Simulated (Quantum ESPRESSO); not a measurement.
**Geometry relaxation, with input and output: PbO (part 3 of 3)**

PbO (4 atoms in the cell); Kohn-Sham DFT of a periodic cell, PBEsol, GBRV 1.5 PBEsol, no spin polarisation (Quantum ESPRESSO 7.5); cutoff 612.26 eV, 5×5×4 k-mesh, fermi-dirac of 0.05 eV. The structure derives from an entry of the Crystallography Open Database.

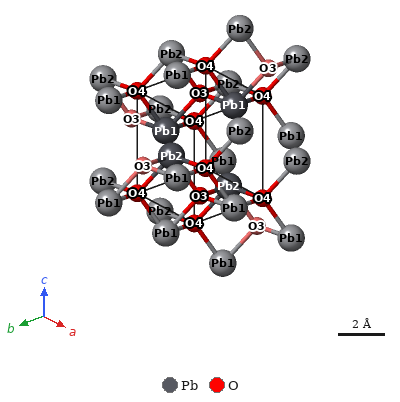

Figure 1. The geometry at step 2 of the log (ball-and-stick view of the cell of the calculation, seen at an oblique angle; neighbours outside the cell are drawn fainter; atoms are numbered from 1 in the order of the input).

Output, continued
```
    -8.9964  -8.9397  -6.7552  -6.7536  -6.6905  -6.6563  -6.5935  -6.5845
    -6.5829  -6.5659  -5.9171  -5.7073   0.8438   1.0559   5.2913   5.6400
     6.8821   7.5723   7.6873   8.0736  10.6854  10.8756  14.2212  14.5857
    16.9931  17.3979  17.5355  17.9216

          k = 0.4000 0.4000 0.1951 (  2640 PWs)   bands (ev):

    -8.9973  -8.9392  -6.7489  -6.7356  -6.6890  -6.6573  -6.6329  -6.6113
    -6.6032  -6.5906  -5.8432  -5.6480   0.8446   1.1154   4.8593   5.3907
     7.0429   7.4210   7.6484   8.0723  11.3610  11.3952  14.1374  14.8409
    15.8083  16.5375  18.3040  18.3247

          k = 0.4000 0.4000-0.3902 (  2646 PWs)   bands (ev):

    -8.9981  -8.9387  -6.7556  -6.7124  -6.6858  -6.6627  -6.6493  -6.6420
    -6.6173  -6.6173  -5.7770  -5.5933   0.8467   1.1764   4.5412   5.1798
     6.9408   7.2814   7.6976   8.0712  12.5439  12.7807  12.9436  14.3453
    14.9727  16.1076  18.3254  18.3274

     the Fermi energy is     9.9397 ev

!    total energy              =    -392.26839930 Ry
     estimated scf accuracy    <          3.1E-12 Ry
     smearing contrib. (-TS)   =      -0.00000000 Ry
     internal energy E=F+TS    =    -392.26839930 Ry

     The total energy is F=E-TS. E is the sum of the following terms:
     one-electron contribution =    -103.96136475 Ry
     hartree contribution      =      82.15907135 Ry
     xc contribution           =    -140.63567778 Ry
     ewald contribution        =    -229.83042811 Ry

     convergence has been achieved in   7 iterations

     negative rho (up, down):  3.146E-02 0.000E+00

     Forces acting on atoms (cartesian axes, Ry/au):

     atom    1 type  1   force =     0.00000000    0.00000000   -0.00070373
     atom    2 type  1   force =     0.00000000    0.00000000    0.00070373
     atom    3 type  2   force =     0.00000000    0.00000000    0.00000000
     atom    4 type  2   force =     0.00000000    0.00000000    0.00000000

     Total force =     0.000995     Total SCF correction =     0.000000

     Computing stress (Cartesian axis) and pressure

     negative rho (up, down):  3.146E-02 0.000E+00
          total   stress  (Ry/bohr**3)                   (kbar)     P=       22.68
   0.00020071   0.00000000   0.00000000           29.53        0.00        0.00
   0.00000000   0.00020071   0.00000000            0.00       29.53        0.00
   0.00000000   0.00000000   0.00006111            0.00        0.00        8.99

     Energy error            =      9.5E-06 Ry
     Gradient error          =      7.0E-04 Ry/Bohr

     number of scf cycles    =   3
     number of bfgs steps    =   2

     energy             old  =    -392.2683898344 Ry
     energy             new  =    -392.2683993000 Ry

     CASE: energy            _new < energy            _old

     new trust radius        =       0.0018904341 bohr
     new conv_thr            =            8.0E-12 Ry

ATOMIC_POSITIONS (alat)
Pb               0.5000000000        0.0000000000        0.9726008354
Pb               0.0000000000        0.5000000000        0.3086635500
O                0.5000000000        0.5000000000        0.0000000000
O                0.0000000000        0.0000000000        0.0000000000

     NEW-OLD atomic charge density approx. for the potential

     Check: negative core charge=   -0.000002

     negative rho (up, down):  3.148E-02 0.000E+00

     Self-consistent Calculation

     iteration #  1     ecut=    45.00 Ry     beta= 0.50
     Davidson diagonalization with overlap
     ethr =  1.00E-06,  avg # of iterations =  2.0

     Threshold (ethr) on eigenvalues was too large:
     Diagonalizing with lowered threshold

     Davidson diagonalization with overlap
     ethr =  6.09E-09,  avg # of iterations =  5.0

     negative rho (up, down):  3.149E-02 0.000E+00

     total energy              =    -392.26840060 Ry
     estimated scf accuracy    <       0.00000039 Ry

     iteration #  2     ecut=    45.00 Ry     beta= 0.50
     Davidson diagonalization with overlap
     ethr =  9.66E-10,  avg # of iterations =  2.2

     negative rho (up, down):  3.150E-02 0.000E+00

     total energy              =    -392.26840065 Ry
     estimated scf accuracy    <       0.00000004 Ry

     iteration #  3     ecut=    45.00 Ry     beta= 0.50
     Davidson diagonalization with overlap
     ethr =  9.90E-11,  avg # of iterations =  3.7

     negative rho (up, down):  3.150E-02 0.000E+00

     total energy              =    -392.26840066 Ry
     estimated scf accuracy    <       0.00000001 Ry

     iteration #  4     ecut=    45.00 Ry     beta= 0.50
     Davidson diagonalization with overlap
     ethr =  2.92E-11,  avg # of iterations =  2.2

     negative rho (up, down):  3.150E-02 0.000E+00

     total energy              =    -392.26840066 Ry
     estimated scf accuracy    <          2.5E-09 Ry

     iteration #  5     ecut=    45.00 Ry     beta= 0.50
     Davidson diagonalization with overlap
     ethr =  6.29E-12,  avg # of iterations =  3.4

     negative rho (up, down):  3.150E-02 0.000E+00

     total energy              =    -392.26840066 Ry
     estimated scf accuracy    <          1.5E-10 Ry

     iteration #  6     ecut=    45.00 Ry     beta= 0.50
     Davidson diagonalization with overlap
     ethr =  3.70E-13,  avg # of iterations =  5.1

     negative rho (up, down):  3.150E-02 0.000E+00

     total energy              =    -392.26840066 Ry
     estimated scf accuracy    <          1.3E-11 Ry

     iteration #  7     ecut=    45.00 Ry     beta= 0.50
     Davidson diagonalization with overlap
     ethr =  1.00E-13,  avg # of iterations =  1.8

     negative rho (up, down):  3.150E-02 0.000E+00

     End of self-consistent calculation

          k = 0.0000 0.0000 0.0000 (  2613 PWs)   bands (ev):

    -9.3954  -8.7284  -6.8558  -6.8558  -6.7902  -6.7812  -6.6785  -6.6006
    -6.5956  -6.5956  -6.5735  -5.1657   1.7390   2.2948   4.7323   4.7323
     7.3539   7.4958   7.4958   9.2480  11.6845  14.7419  14.8165  14.8165
    15.8064  15.8064  16.5854  17.1334

          k = 0.0000 0.0000 0.1951 (  2640 PWs)   bands (ev):

    -9.3807  -8.7191  -6.8287  -6.8287  -6.8105  -6.7549  -6.6648  -6.6282
    -6.6282  -6.6126  -6.5874  -5.1563   0.6786   3.7929   4.8165   4.8165
     7.3366   7.4815   7.4815   8.7782  11.3425  13.6935  13.6935  14.3048
    16.7991  17.1867  17.1867  17.4525

          k = 0.0000 0.0000-0.3902 (  2620 PWs)   bands (ev):

    -9.3660  -8.7095  -6.8308  -6.7877  -6.7877  -6.7207  -6.6745  -6.6745
    -6.6417  -6.6320  -6.6106  -5.1471   0.2003   4.9051   4.9051   4.9323
     7.3197   7.4642   7.4642   7.9868  11.2893  13.1104  13.1104  13.5600
    17.8346  17.9950  18.0631  18.0631

          k = 0.0000 0.2000 0.0000 (  2616 PWs)   bands (ev):

    -9.3001  -8.7685  -6.8354  -6.8334  -6.7625  -6.7462  -6.6907  -6.6123
    -6.6094  -6.5929  -6.4867  -5.2722   1.6184   2.3375   4.8555   4.9832
     6.6827   7.2131   7.2439   9.1267  12.5903  13.0151  14.8538  15.0425
    15.3975  16.0076  16.9840  18.3170

          k = 0.0000 0.2000 0.1951 (  2620 PWs)   bands (ev):

    -9.2926  -8.7637  -6.8238  -6.8120  -6.7741  -6.7255  -6.6972  -6.6325
    -6.6267  -6.5761  -6.4972  -5.2637   0.8409   3.2717   4.8724   5.0522
     6.7804   7.2006   7.3349   8.8103  12.1357  12.2923  14.0649  15.5853
    15.8557  17.1138  17.4727  18.3215

          k = 0.0000 0.2000-0.3902 (  2632 PWs)   bands (ev):

    -9.2852  -8.7590  -6.8035  -6.7923  -6.7796  -6.7345  -6.6877  -6.6613
    -6.5988  -6.5962  -6.5064  -5.2553   0.4303   3.9759   4.6920   5.1246
     6.8969   7.1858   7.9249   8.0380  11.5316  12.1010  13.5400  15.4659
    16.9429  17.7490  18.0045  18.3402

          k = 0.0000 0.4000 0.0000 (  2636 PWs)   bands (ev):

    -9.0926  -8.8955  -6.7844  -6.7787  -6.7422  -6.7234  -6.6625  -6.6339
    -6.6274  -6.6114  -6.1544  -5.6437   1.6368   2.0815   5.3699   5.6483
     6.1152   6.4964   6.9249   8.0059  12.4201  12.7708  15.4002  15.6394
    16.1161  16.1589  17.6823  18.3240

          k = 0.0000 0.4000 0.1951 (  2645 PWs)   bands (ev):

    -9.0968  -8.8996  -6.8052  -6.7708  -6.7610  -6.7422  -6.6451  -6.6120
    -6.6074  -6.5849  -6.1490  -5.6346   1.3412   2.2623   5.0865   5.6824
     5.9946   6.4982   7.4030   8.1571  12.0551  12.7279  15.0947  15.6375
    16.4003  16.4419  18.2028  18.3214

          k = 0.0000 0.4000-0.3902 (  2642 PWs)   bands (ev):

    -9.1010  -8.9038  -6.8188  -6.7961  -6.7569  -6.7433  -6.6180  -6.6132
    -6.5752  -6.5726  -6.1423  -5.6256   1.1275   2.3713   4.8705   5.7176
     5.8706   6.4993   8.0542   8.0787  11.7078  12.6596  14.7535  16.3676
    16.4393  16.7449  18.1024  18.3132

          k = 0.2000 0.2000 0.0000 (  2645 PWs)   bands (ev):

    -9.2225  -8.8007  -6.8374  -6.7815  -6.7412  -6.7182  -6.7004  -6.6124
    -6.6064  -6.5846  -6.4137  -5.3443   1.4159   2.2460   4.7014   5.6264
     6.2532   6.5512   7.8035   8.9372  12.7198  12.8404  13.8628  14.3117
    15.9229  16.3723  18.3195  18.3225

          k = 0.2000 0.2000 0.1951 (  2627 PWs)   bands (ev):

    -9.2197  -8.7977  -6.8121  -6.7961  -6.7487  -6.7128  -6.6761  -6.6358
    -6.6193  -6.5972  -6.3858  -5.3307   0.9046   2.8021   4.4698   5.7106
     6.4375   6.8262   7.8058   8.5925  12.2057  12.7959  12.8431  15.6508
    16.3947  16.6932  18.3112  18.3188

          k = 0.2000 0.2000-0.3902 (  2638 PWs)   bands (ev):

    -9.2168  -8.7948  -6.8081  -6.7754  -6.7533  -6.6933  -6.6761  -6.6679
    -6.6427  -6.5955  -6.3587  -5.3174   0.5809   3.2773   4.1701   5.8293
     6.2906   7.6580   7.8084   8.0178  11.4669  12.7097  12.8565  16.4118
    16.4786  16.5677  18.3135  18.3220

          k = 0.2000 0.4000 0.0000 (  2643 PWs)   bands (ev):

    -9.0579  -8.9025  -6.7779  -6.7420  -6.7245  -6.7241  -6.6480  -6.6139
    -6.6048  -6.5952  -6.0987  -5.6392   1.2970   1.7443   5.1021   5.8543
     6.3975   6.4607   7.6238   8.0019  11.9131  12.2066  14.4176  14.9420
    16.5001  16.6859  17.9279  18.3211

          k = 0.2000 0.4000 0.1951 (  2633 PWs)   bands (ev):

    -9.0612  -8.9044  -6.7810  -6.7688  -6.7206  -6.7088  -6.6505  -6.6347
    -6.5946  -6.5890  -6.0594  -5.6123   1.1532   1.8697   4.6289   5.5482
     6.6057   7.0315   7.6240   7.9585  11.9530  12.3663  13.8896  15.0613
    16.3436  17.1317  18.2897  18.3239

          k = 0.2000 0.4000-0.3902 (  2638 PWs)   bands (ev):

    -9.0646  -8.9064  -6.7998  -6.7695  -6.7259  -6.7096  -6.6285  -6.6239
    -6.6096  -6.5972  -6.0206  -5.5862   1.0329   1.9774   4.3228   5.3317
     6.6828   7.4372   7.6755   7.8764  11.9551  12.9317  13.4073  14.8922
    16.0150  16.9392  18.3232  18.3234

          k = 0.4000 0.4000 0.0000 (  2633 PWs)   bands (ev):

    -8.9924  -8.9358  -6.7563  -6.7547  -6.6915  -6.6573  -6.5945  -6.5858
    -6.5840  -6.5670  -5.9183  -5.7087   0.8472   1.0589   5.2939   5.6425
     6.8793   7.5755   7.6846   8.0772  10.6800  10.8709  14.2176  14.5818
    16.9905  17.3959  17.5397  17.9253

          k = 0.4000 0.4000 0.1951 (  2640 PWs)   bands (ev):

    -8.9933  -8.9352  -6.7499  -6.7367  -6.6900  -6.6583  -6.6342  -6.6126
    -6.6043  -6.5918  -5.8442  -5.6491   0.8478   1.1187   4.8606   5.3924
     7.0407   7.4184   7.6520   8.0759  11.3567  11.3903  14.1355  14.8389
    15.8064  16.5352  18.3027  18.3225

          k = 0.4000 0.4000-0.3902 (  2646 PWs)   bands (ev):

    -8.9941  -8.9347  -6.7567  -6.7135  -6.6871  -6.6635  -6.6505  -6.6434
    -6.6184  -6.6184  -5.7779  -5.5943   0.8499   1.1799   4.5420   5.1809
     6.9380   7.2792   7.7013   8.0748  12.5390  12.7759  12.9429  14.3442
    14.9726  16.1067  18.3232  18.3252

     the Fermi energy is     9.9366 ev

!    total energy              =    -392.26840066 Ry
     estimated scf accuracy    <          1.5E-12 Ry
     smearing contrib. (-TS)   =      -0.00000000 Ry
     internal energy E=F+TS    =    -392.26840066 Ry

     The total energy is F=E-TS. E is the sum of the following terms:
     one-electron contribution =    -103.85550086 Ry
     hartree contribution      =      82.10585760 Ry
     xc contribution           =    -140.63426458 Ry
     ewald contribution        =    -229.88449283 Ry

     convergence has been achieved in   7 iterations

     negative rho (up, down):  3.150E-02 0.000E+00

     Forces acting on atoms (cartesian axes, Ry/au):

     atom    1 type  1   force =     0.00000000    0.00000000   -0.00000907
     atom    2 type  1   force =     0.00000000    0.00000000    0.00000907
     atom    3 type  2   force =     0.00000000    0.00000000    0.00000000
     atom    4 type  2   force =     0.00000000    0.00000000    0.00000000

     Total force =     0.000013     Total SCF correction =     0.000005
     SCF correction compared to forces is large: reduce conv_thr to get better values

     Computing stress (Cartesian axis) and pressure

     negative rho (up, down):  3.150E-02 0.000E+00
          total   stress  (Ry/bohr**3)                   (kbar)     P=       22.09
   0.00019741   0.00000000   0.00000000           29.04        0.00        0.00
   0.00000000   0.00019741   0.00000000            0.00       29.04        0.00
   0.00000000   0.00000000   0.00005573            0.00        0.00        8.20

     Energy error            =      1.4E-06 Ry
     Gradient error          =      9.1E-06 Ry/Bohr

     bfgs converged in   4 scf cycles and   3 bfgs steps
     (criteria: energy <  1.0E-05 Ry, force <  4.0E-04 Ry/Bohr)

     End of BFGS Geometry Optimization

     Final energy             =    -392.2684006601 Ry

     File ./tmp/pwscf.bfgs deleted, as requested
Begin final coordinates

ATOMIC_POSITIONS (alat)
Pb               0.5000000000        0.0000000000        0.9726008354
Pb               0.0000000000        0.5000000000        0.3086635500
O                0.5000000000        0.5000000000        0.0000000000
O                0.0000000000        0.0000000000        0.0000000000
End final coordinates

=------------------------------------------------------------------------------=
   JOB DONE.
=------------------------------------------------------------------------------=
```

Trajectory as extended XYZ (Å, eV, eV/Å), 4 frames, from step=0 to step=3
```
4
Lattice="3.9102 0.0000 0.0000 0.0000 3.9102 0.0000 0.0000 0.0000 5.0100" Properties=species:S:1:pos:R:3:forces:R:3 step=0 energy=-5337.08311
Pb    1.9551    0.0000    3.8076    0.0000   0.0000  -0.0818
Pb    0.0000    1.9551    1.2024    0.0000   0.0000   0.0818
O     1.9551    1.9551    0.0000    0.0000   0.0000   0.0000
O     0.0000    0.0000    0.0000    0.0000   0.0000   0.0000
4
Lattice="3.9102 0.0000 0.0000 0.0000 3.9102 0.0000 0.0000 0.0000 5.0100" Properties=species:S:1:pos:R:3:forces:R:3 step=1 energy=-5337.08333
Pb    1.9551    0.0000    3.8059    0.0000   0.0000  -0.0516
Pb    0.0000    1.9551    1.2041    0.0000   0.0000   0.0516
O     1.9551    1.9551    0.0000    0.0000   0.0000   0.0000
O     0.0000    0.0000    0.0000    0.0000   0.0000   0.0000
4
Lattice="3.9102 0.0000 0.0000 0.0000 3.9102 0.0000 0.0000 0.0000 5.0100" Properties=species:S:1:pos:R:3:forces:R:3 step=2 energy=-5337.08346
Pb    1.9551    0.0000    3.8041    0.0000   0.0000  -0.0181
Pb    0.0000    1.9551    1.2059    0.0000   0.0000   0.0181
O     1.9551    1.9551    0.0000    0.0000   0.0000   0.0000
O     0.0000    0.0000    0.0000    0.0000   0.0000   0.0000
4
Lattice="3.9102 0.0000 0.0000 0.0000 3.9102 0.0000 0.0000 0.0000 5.0100" Properties=species:S:1:pos:R:3:forces:R:3 step=3 energy=-5337.08348
Pb    1.9551    0.0000    3.8031    0.0000   0.0000  -0.0002
Pb    0.0000    1.9551    1.2069    0.0000   0.0000   0.0002
O     1.9551    1.9551    0.0000    0.0000   0.0000   0.0000
O     0.0000    0.0000    0.0000    0.0000   0.0000   0.0000
```

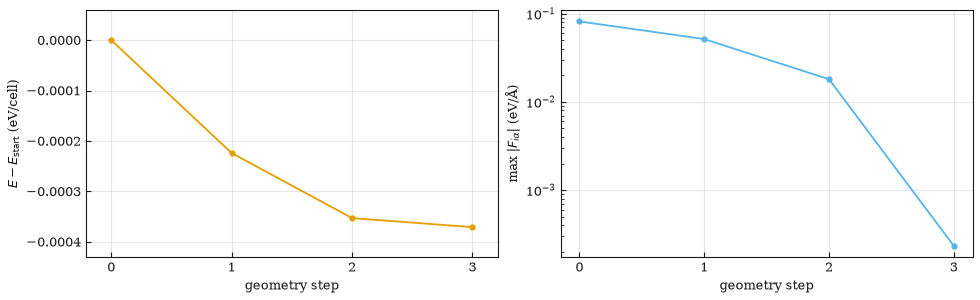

Figure 2. Progress of the relaxation, step by step (steps are counted from 0). The energy falls by 0.4 meV per cell of the calculation in 3 geometry steps. The largest force component goes from 0.082 to 0.00023 eV/Å. The largest moves, 0.005 Å, are those of Pb1 and Pb2. O stays in place. The lattice vectors keep their values. The space group stays P4/nmm (No. 129). (Atoms are counted from 1 in the order of the input.)

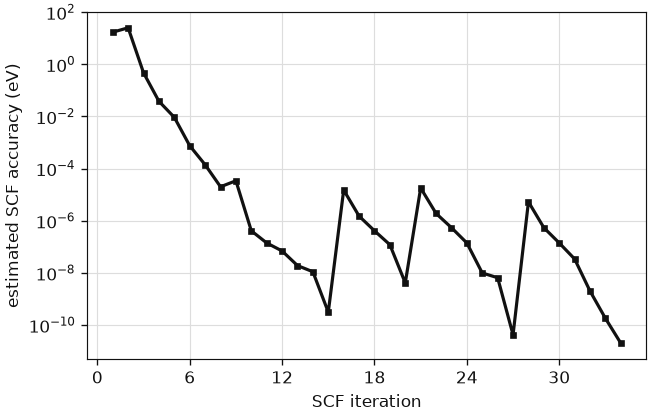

Figure 3. Convergence of the self-consistent field: estimated SCF accuracy against the iteration. The field takes 34 iterations in all.

This output came from the following input.

Input
```
&CONTROL
  calculation = 'relax'
  prefix = 'pwscf'
  outdir = './tmp'
  pseudo_dir = './pseudo'
  tprnfor = .true.
  tstress = .true.
  disk_io = 'low'
  nstep = 40
  forc_conv_thr = 0.0004
  etot_conv_thr = 1d-05
/
&SYSTEM
  ibrav = 0
  A = 3.9102
  nat = 4
  ntyp = 2
  ecutwfc = 45
  ecutrho = 360
  nbnd = 28
  occupations = 'smearing'
  smearing = 'fd'
  degauss = 0.00367493
/
&ELECTRONS
  conv_thr = 8d-10
  electron_maxstep = 120
  mixing_beta = 0.5
/
&IONS
  ion_dynamics = 'bfgs'
/
ATOMIC_SPECIES
Pb   207.2000 pb_pbesol_v1.uspp.F.UPF
O     15.9990 o_pbesol_v1.2.uspp.F.UPF
CELL_PARAMETERS alat
   1.0000000000    0.0000000000    0.0000000000
   0.0000000000    1.0000000000    0.0000000000
   0.0000000000    0.0000000000    1.2812643855
ATOMIC_POSITIONS alat
Pb     0.5000000000    0.0000000000    0.9737609329
Pb     0.0000000000    0.5000000000    0.3075034525
O      0.5000000000    0.5000000000    0.0000000000
O      0.0000000000    0.0000000000    0.0000000000
K_POINTS automatic
5 5 4 0 0 0
```

Launch command:
```bash
OMP_NUM_THREADS=1 mpirun -n 2 pw.x -nk 2 -in pw.in > pw.out
```

Results in brief

```tsv
quantity	value
outcome	converged
space group (tolerance 0.01 Å)	P4/nmm (129)
electrons treated	40
free energy	−5337.0835 eV
Fermi energy	9.937 eV
gap on the k-point mesh	1.43 eV
pressure	2.21 GPa
final volume	76.60 Å³
largest force (length of the vector) at the end	under 0.001 eV/Å
final cell	a = 3.910 Å, b = 3.910 Å, c = 5.010 Å, α = 90.00°, β = 90.00°, γ = 90.00°
hardware	2 threads of Arm Neoverse V2, 24 GiB of memory available, shared host
wall time	50 s (CPU time 99 s)
peak memory	0.34 GiB
```

Notes

Notes on the run: SCF correction compared to forces is large; negative rho. Spin–orbit coupling is left out, which matters for Pb.
